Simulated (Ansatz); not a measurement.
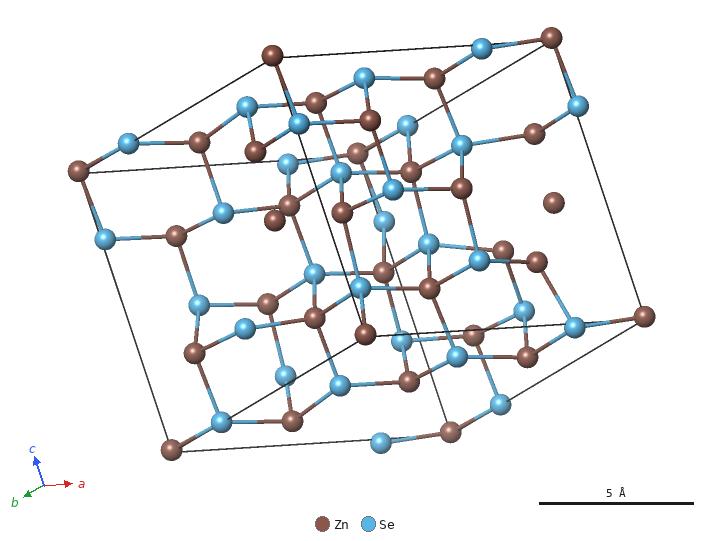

The figure gives a ball-and-stick picture of the atoms, viewed from a general direction. Thin lines show the simulation cell, with boundary atoms drawn in all their periodic places. Cell: a = 9.928 Å, b = 9.928 Å, c = 9.928 Å, α = 109.47°, β = 109.47°, γ = 109.47°.

- Chemical formula Zn17Se15.
- The lattice is face-centred orthorhombic and the space group Fmm2 (No. 42).
- It has 32 atoms to the cell (17 Zn, 15 Se).
- About every Se there are four Zn in a distorted tetrahedral arrangement at about 2.5 to 3.0 Å. Not all metal-metal contacts are counted.
- The bonds build a three-dimensional framework; some Zn atoms stand without bonds in the drawing.

Source of the structure: a structure listed in the Materials Project, repeated into a supercell with a point defect put in. The atoms were relaxed in a fixed cell with Ansatz, DFT PBE, scalar-relativistic, plane waves, PAW.
